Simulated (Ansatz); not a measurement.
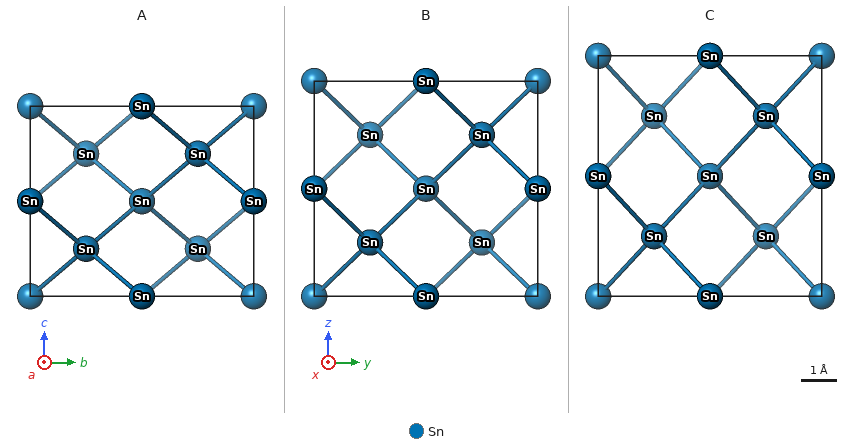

Frames of a one-coordinate scan of crystalline Sn (Fd-3m). x, y and z are the Cartesian axes of the input. A ball-and-stick model of the conventional cell (4 times the calculation's cell), seen along the a axis. Lengths and directions refer to the drawn axes.

Computed with DFT r2SCAN, scalar-relativistic, plane waves, PAW (Ansatz). (plane-wave cutoff 500 eV; k-point mesh 12 × 12 × 12; occupations gaussian; smearing width 0.15 eV; no spin polarisation). Energies (free energies at the smearing named) are counted from the cell as listed in its source, which wasn't relaxed.

Which coordinate changes from frame to frame?

Answer. The cell is strained along z alone, with the atoms kept at their fractional coordinates. In the frames the strain is −0.15 (A), −0.0375 (B), 0.075 (C). Their energies are 249.3 meV/atom, 24.5 meV/atom, 15.1 meV/atom.
